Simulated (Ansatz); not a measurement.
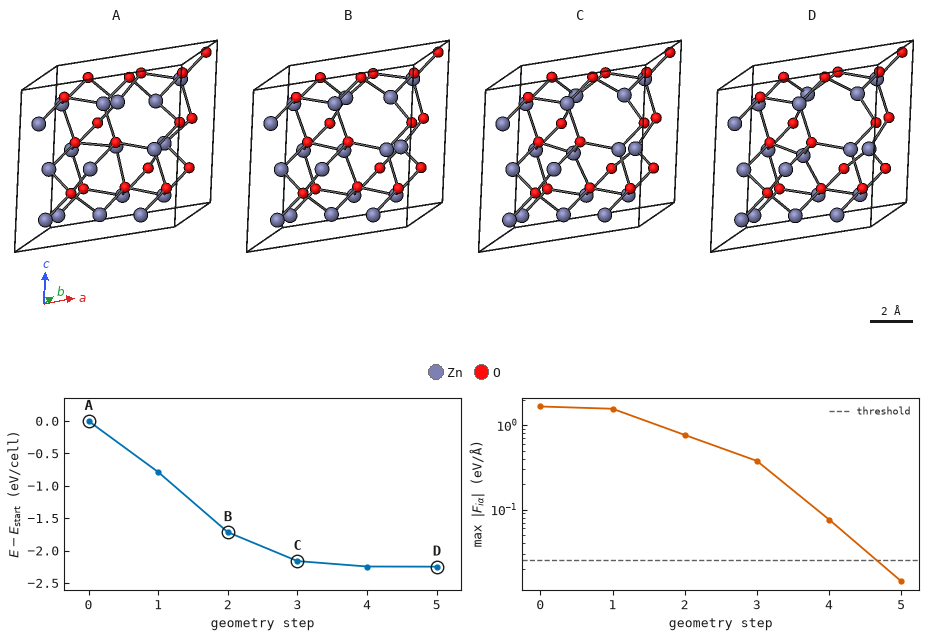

Frames of a relaxation of a defect cell of composition Zn18O17 (cell charge +2), marked on the history of the run. Style: ball-and-stick. Shown: the cell of the calculation (origin shifted), slightly off an axis.

Case: O vacancy (site b), charge +2, atoms relaxed at the host's cell.

Theory: DFT PBE, scalar-relativistic, plane waves, PAW in Ansatz. (plane-wave cutoff 420 eV; k-point mesh 3 × 3 × 3; occupations gaussian; smearing width 0.01 eV; no spin polarisation; atoms relaxed in a fixed cell; force threshold 0.025 eV/Å; at most 45 steps)

Question: Describe the path.

Answer: Over 5 geometry steps the energy falls by 2.247 eV per cell of the calculation. The largest force component goes from 1.7 to 0.014 eV/Å. A Zn atom moves most: 0.70 Å along [−1 −1 −1]. By element the largest moves are Zn 0.70 Å, O 0.07 Å. The cell stays as it was. Among the contacts that change: O–Zn 2.062 → 1.913 Å, O–Zn 2.042 → 1.917 Å, O–Zn 2.024 → 1.911 Å, O–Zn 2.013 → 1.981 Å. Bond angles that change, for instance: Zn–O–Zn 115.3° → 95.4°, Zn–O–Zn 115.7° → 97.7°, Zn–O–Zn 115.2° → 97.7°. Cost: 4.9 min on 4 threads of Intel(R) Xeon(R) Processor @ 2.70GHz, on a shared host, peak memory 2.4 GiB. From step 0 to 2: Zn atoms move most (0.34 Å), energy −1.715 eV per cell of the calculation. From step 2 to 3: a Zn atom moves most (0.19 Å), energy −0.446 eV per cell of the calculation. From step 3 to 5: a Zn atom moves most (0.18 Å), energy −86.3 meV per cell of the calculation.

```csv
step,"E − E(0), meV/atom","largest force component, eV/Å"
0,0.00,1.6627
1,-22.48,1.5628
2,-49.00,0.7654
3,-61.73,0.3772
4,-64.13,0.0763
5,-64.20,0.0142
```

Limits of the set-up: the periodic images lie only 7.8 Å apart, so the values are limited by the cell's size; the cell is charged, on a uniform background, and energies carry no finite-size correction.
